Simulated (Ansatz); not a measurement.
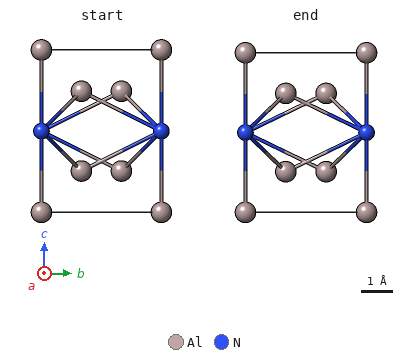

The structure of a crystal of Al5N (a generated structure, set up in P6/mmm) before (left) and after (right) a relaxation, at one scale.

The picture is a ball-and-stick view of the cell of the calculation, seen along the a axis.

Method: DFT PBE, scalar-relativistic, plane waves, PAW in Ansatz 0.2.0.

Input
```yaml
crystal:
  lattice:
    - [4.5443930236, 0.0, 0.0]
    - [-2.2721965118, 3.9355598032, 0.0]
    - [0.0, 0.0, 5.3294872288]
  atoms:
    - { symbol: Al, position: [0.6666666667, 0.3333333333, 0.7456206784] }
    - { symbol: Al, position: [0.0, 0.0, 0.0] }
    - { symbol: Al, position: [0.6666666667, 0.3333333333, 0.2543793216] }
    - { symbol: Al, position: [0.3333333333, 0.6666666667, 0.2543793216] }
    - { symbol: Al, position: [0.3333333333, 0.6666666667, 0.7456206784] }
    - { symbol: "N", position: [0.0, 0.0, 0.5] }
basis:
  ecutwfc: 420
kpoints:
  mp_grid: { grid: [12, 12, 8] }
hamiltonian:
  xc: pbe
scf:
  occupations: { method: gaussian, width: 0.1 }
output:
  forces: true
  stress: true
  eigenvalues: true
  write_density: true
  write_potential: true
  elf: true
  volumetric_format: npy
relax:
  adjacent_minimum: "off"
  f_tol: 0.01
  max_steps: 80
  cell: { stress_tol: 0.05 }
```

Launched with:
```bash
ansatz run input.yaml --threads 1 --pin off --max-ram 2560MiB --backend cpu --events-out ev --progress --plain --runs-dir out
```

Q: Summarise the run.

A: The energy falls by 10.3 meV per cell of the calculation in 5 accepted moves (6 points after the start). The largest force component goes from 0.091 to under 0.0001 eV/Å. Pressure: 0.16 GPa at the start and 0.01 GPa at the end. At 1 point the geometry stayed and the basis and grid were re-selected for the new cell (energy shift of 0.4 meV per cell of the calculation at most each time). No atom moves by more than 0.005 Å relative to the cell. The volume changes by +0.2 %, with a = b 4.544 → 4.589 Å (+1.0 %), c 5.329 → 5.236 Å (−1.8 %). Some distances before and after: Al2–N6 2.665 → 2.618 Å, Al1–N6 2.932 → 2.944 Å. The space group stays P6/mmm (No. 191). The run took 71 s on 1 thread of Intel(R) Xeon(R) Processor @ 2.70GHz (shared host), peak memory 0.47 GiB.
